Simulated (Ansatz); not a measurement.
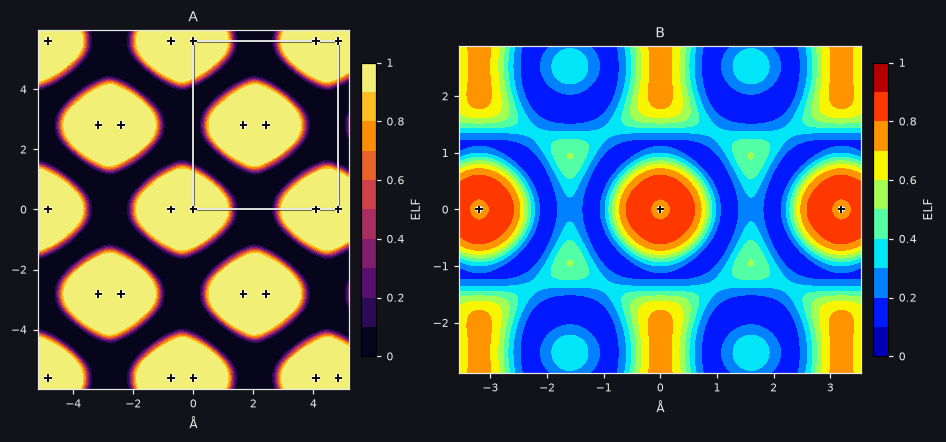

The ELF of 2 systems, each on a plane through atoms (crosses mark nuclei in the plane).

All numbers below come from Kohn-Sham DFT of a periodic cell, RPBE, Ansatz PAW in Ansatz 0.2.0.

System 1: H, the (11̄0) plane of the conventional cell. Space group I4/mmm; a structure from a database of computed crystals, not necessarily the ambient phase.

```cif
data_structure
_symmetry_space_group_name_H-M 'P 1'
_symmetry_Int_Tables_number 1
_cell_length_a 3.9701
_cell_length_b 3.9701
_cell_length_c 4.8345
_cell_angle_alpha 90.000
_cell_angle_beta 90.000
_cell_angle_gamma 90.000
_cell_volume 76.20
loop_
_atom_site_label
_atom_site_type_symbol
_atom_site_fract_x
_atom_site_fract_y
_atom_site_fract_z
_atom_site_occupancy
H1 H 0.00000 0.00000 0.07726 1
H2 H 0.50000 0.50000 0.57726 1
H3 H 0.00000 0.00000 0.92274 1
H4 H 0.50000 0.50000 0.42274 1
```

System 2: Hf, the (010) plane of the conventional cell. Space group P6₃/mmc; computed pressure about 4 GPa in this cell.

Question: Match each panel to its system.

Answer: Panel A is system 1, H: the plane holds H. H–H (0.75 Å): the ELF peaks at about 1 between the atoms. Panel B is system 2, Hf: the plane holds Hf. Hf–Hf (3.20 Å): the ELF is about 0.30 at the midpoint (no localised pair shows between them).
